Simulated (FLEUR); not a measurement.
```xyz
8
Lattice="5.2033 0.0000 0.0000 0.0000 5.2033 0.0000 0.0000 0.0000 5.2033" Properties=species:S:1:pos:R:3 pbc="T T T"
S     2.6016    0.0000    0.0000
S     0.0000    2.6016    0.0000
S     0.0000    0.0000    2.6016
S     2.6016    2.6016    2.6016
Mg    0.0000    0.0000    0.0000
Mg    2.6016    2.6016    0.0000
Mg    2.6016    0.0000    2.6016
Mg    0.0000    2.6016    2.6016
```

Space group Fm-3m.

Method: Kohn-Sham DFT of a periodic cell, PBE, all-electron (FLEUR).

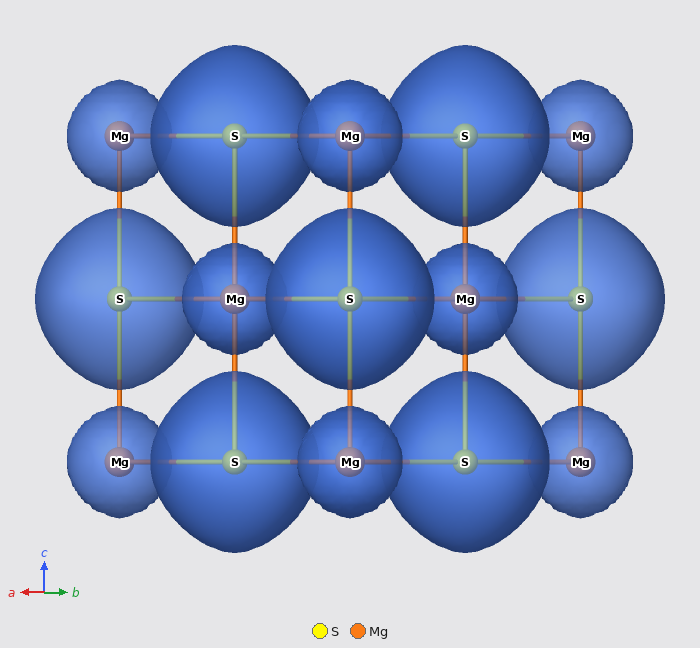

MgS. Isosurface of the electron density at 0.2 e/Å³ (blue), seen along [110]. Sticks mark near contacts.

The calculation treats all electrons.

Question: How is the density connected at this value?

Answer: At this value the density breaks into separate islands. It bridges none of the near contacts. It is pinched off along the sampled Mg–S (2.60 Å) contacts. On the grid the lowest density along these lines, outside the cores, is 0.17 e/Å³ (Mg–S, 2.60 Å).

Question: Does the calculation make it a metal, or give it a gap?

Answer: It is gapped, with a Kohn–Sham gap of 2.9 eV on the k-point mesh, an upper bound to the gap of this method.
